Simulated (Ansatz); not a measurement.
## Electronic structure of ZnO in real space

The calculation's input:

```
crystal:
  lattice:
    - [-0.0529175058, 2.1337703963, 2.1337703963]
    - [2.1337703963, -0.0529175058, 2.1337703963]
    - [2.0808528905, 2.0808528905, 0.0]
  atoms:
    - { symbol: Zn, position: [0.0, 0.0, 0.0] }
    - { symbol: O, position: [0.5, 0.5, 0.5] }
kpoints:
  mp_grid: { grid: [8, 8, 8] }
  band_path:
    path:
      - [0.0, 0.0, 0.0]
      - [0.5, 0.0, 0.5]
      - [0.625, 0.25, 0.625]
      - [0.375, 0.375, 0.75]
      - [0.5, 0.5, 0.5]
      - [0.5, 0.25, 0.75]
      - [0.0, 0.5, 0.0]
    npoints: 1
hamiltonian:
  xc: hse06
scf:
  occupations: { method: fixed }
  n_extra_bands: 4
output:
  forces: true
  stress: true
  eigenvalues: true
  write_density: true
  write_potential: true
  elf: true
  volumetric_format: npy
```

Command:

```sh
ansatz run input.yaml --threads 4 --pin off --max-ram 3686MiB --backend cpu --events-out ev --progress --plain --runs-dir out
```

Below, planes, directions and counts refer to the conventional cell (a = 2.94 Å, b = 3.09 Å, c = 4.27 Å, α = 90.00°, β = 90.00°, γ = 90.00°).

Space group Immm; started from the rocksalt prototype, which need not be the ambient phase; changed on purpose from its base cell (shear xy strain -5.0%).

Theory: Ansatz, DFT, HSE06, plane waves, PAW.

The density is the valence pseudo-density of a PAW calculation; it isn't the true density close to the nuclei.

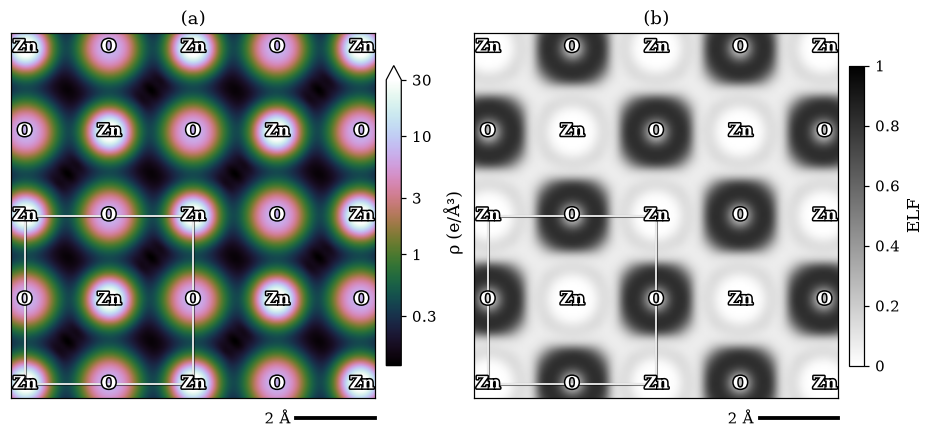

Figure 1. (a) valence electron density; (b) electron localisation function on the (110) plane of the conventional cell.

**What do the fields say about this system?**

Atoms in the plane: Zn and O.
Zn–O (2.13 Å): the density is about 0.41 e/Å³ at the midpoint; the ELF peaks at about 0.80 in the valence shell of O, 0.6 Å from its nucleus, and is about 0.15 at the midpoint: no shared electron pair shows on this line.
Between the atoms the lowest density in this plane is 0.11 e/Å³.

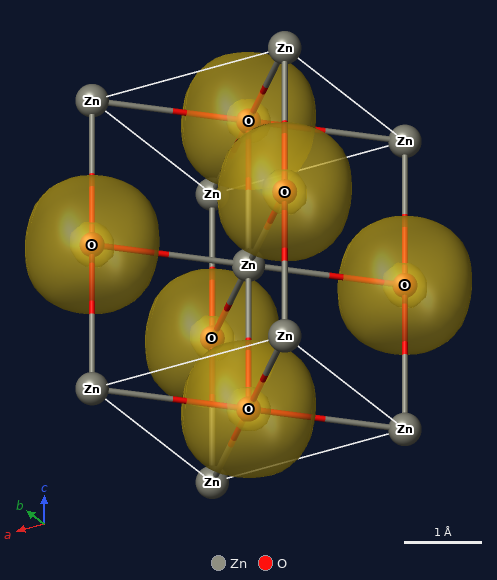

Figure 2. Isosurface of the ELF at 0.6 (yellow), seen at an oblique angle. Core shells and regions of very low density are left out. Sticks mark near contacts.

**Where are the electrons localised?**

The ELF exceeds this value in two regions wrapped around O (the valence shell of each), counted in one cell of 4 atoms. Any copies at cell faces, edges or corners count once.

**Does the calculation make it a metal, or give it a gap?**

It is gapped, with a Kohn–Sham gap of 2.7 eV on the k-point mesh (the band edges may lie off the mesh, which would make the gap smaller).
